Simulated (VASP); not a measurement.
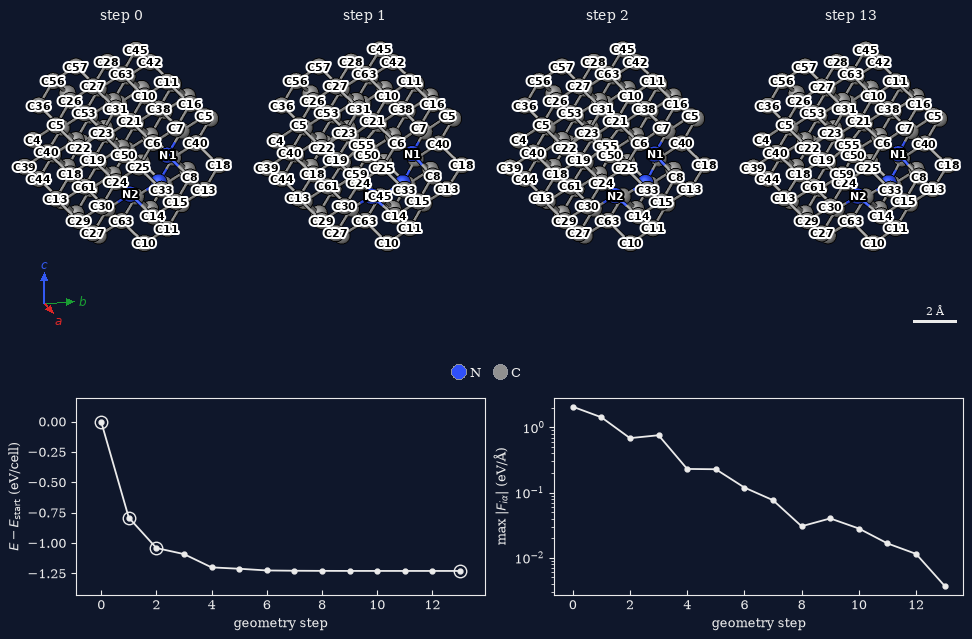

Frames of a relaxation of a defect cell of composition C$_{20}$N, marked on the history of the run. The picture is a ball-and-stick view of the atoms within 5.0 Å of the atom that moves most (axes of the cell of the calculation (origin shifted)), seen slightly off an axis.

The run lets the atoms move in a fixed cell.

Theory: VASP, Kohn-Sham DFT of a periodic cell, PBE, VASP PAW PBE potentials, recommended.

Input
```
SYSTEM = C20N
ALGO = Normal
EDIFF = 1E-5
EDIFFG = -0.01
ENCUT = 420
GGA = PE
IBRION = 2
ISIF = 2
ISMEAR = 0
ISPIN = 2
ISYM = 0
LASPH = .True.
LCHARG = .False.
LORBIT = 11
LREAL = Auto
LWAVE = .False.
MAGMOM = 0 0 0 0 0 0 0 0 0 0 0 0 0 0 0 0 0 0 0 0 0 0 0 0 0 0 0 0 0 0 0 0 0 0 0 0 0 0 0 0 0 0 0 0 0 0 0 0 0 0 0 0 0 0 1 0 0 0 0 0 0 0 0
NCORE = 4
NELECT = 255
NELM = 100
NSW = 40
NUPDOWN = 1
PREC = Accurate
SIGMA = 0.01
```

Launched with:
```bash
cat potpaw_PBE.64/N/POTCAR potpaw_PBE.64/C/POTCAR > POTCAR
mpirun -np 8 vasp_gam > vasp.out
```

Describe the path.

Answer. The energy falls by 1.229 eV per cell of the calculation in 13 geometry steps. Largest force component: 2.1 eV/Å at the start, 0.0037 eV/Å at the end. The atom that moves furthest is a C atom (0.16 Å along [−1 −1 1]). Largest moves by element: C 0.16 Å, N 0.13 Å. The cell stays as it was. Among the contacts that change: C–N 1.547 → 1.473 Å, C–C 1.547 → 1.485 Å, C–C 1.547 → 1.568 Å, C–C 1.547 → 1.534 Å. Bond angles that change, for instance: C–C–C 109.5° → 114.8°, C–C–C 109.5° → 104.3°, C–N–C 109.5° → 113.5°. It ran on 8 threads of Intel(R) Xeon(R) Platinum 8559C (Emerald Rapids), on a shared host. From step 0 to 1: a C atom moves most (0.17 Å), energy −0.790 eV per cell of the calculation. From step 1 to 2: a C atom moves most (0.06 Å), energy −0.251 eV per cell of the calculation. From step 2 to 13: a C atom moves most (0.04 Å), energy −0.189 eV per cell of the calculation.

```
step  E − E(0), meV/atom  largest force component, eV/Å
   0                0.00                         2.0800
   1              -12.54                         1.4318
   2              -16.52                         0.6851
   3              -17.31                         0.7589
   4              -19.05                         0.2306
   5              -19.23                         0.2282
   6              -19.45                         0.1195
   7              -19.49                         0.0764
   8              -19.50                         0.0304
   9              -19.51                         0.0401
  10              -19.51                         0.0281
  11              -19.51                         0.0166
  12              -19.51                         0.0115
  13              -19.51                         0.0037
```

Limits of the set-up: the periodic images lie only 7.1 Å apart, so the values are limited by the cell's size.
